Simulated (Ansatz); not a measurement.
BaTiO3 (space group Pm-3m, No. 221): coordinates from a relaxation (final pressure about 5 GPa) with DFT, PAW plane waves, r2scan in Ansatz.

```cif
data_structure
_symmetry_space_group_name_H-M 'Pm-3m'
_symmetry_Int_Tables_number 221
_cell_length_a 3.9594
_cell_length_b 3.9594
_cell_length_c 3.9594
_cell_angle_alpha 90.000
_cell_angle_beta 90.000
_cell_angle_gamma 90.000
_cell_volume 62.07
loop_
_atom_site_label
_atom_site_type_symbol
_atom_site_symmetry_multiplicity
_atom_site_Wyckoff_symbol
_atom_site_fract_x
_atom_site_fract_y
_atom_site_fract_z
_atom_site_occupancy
Ba1 Ba 1 a 0.00000 0.00000 0.00000 1
Ti1 Ti 1 b 0.50000 0.50000 0.50000 1
O1 O 3 c 0.50000 0.50000 0.00000 1
```

Bonds are taken as O–Ti below 2.2 Å; Ba is left out of the net, as the electropositive filling of the structure; no other contact counts. The graph is simplified in the usual way: terminal and isolated atoms are pruned, two-connected atoms become edges.

What net does this leave?

The result is a uninodal 6-connected, three-periodic net: Ti is a 6-connected node. O becomes part of the edges. It is the pcu net, known from NaCl, ReO3 and the B-X framework of perovskite. It is a single net, without interpenetration.

```json
{"node": "Ti", "links": "6", "point symbol": "4^12.6^3", "coordination sequence": "6 18 38 66 102 146"}
```

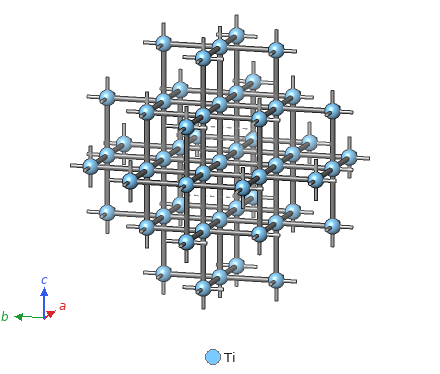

Nodes are coloured by element. Edges to nodes outside the piece are drawn as stubs.
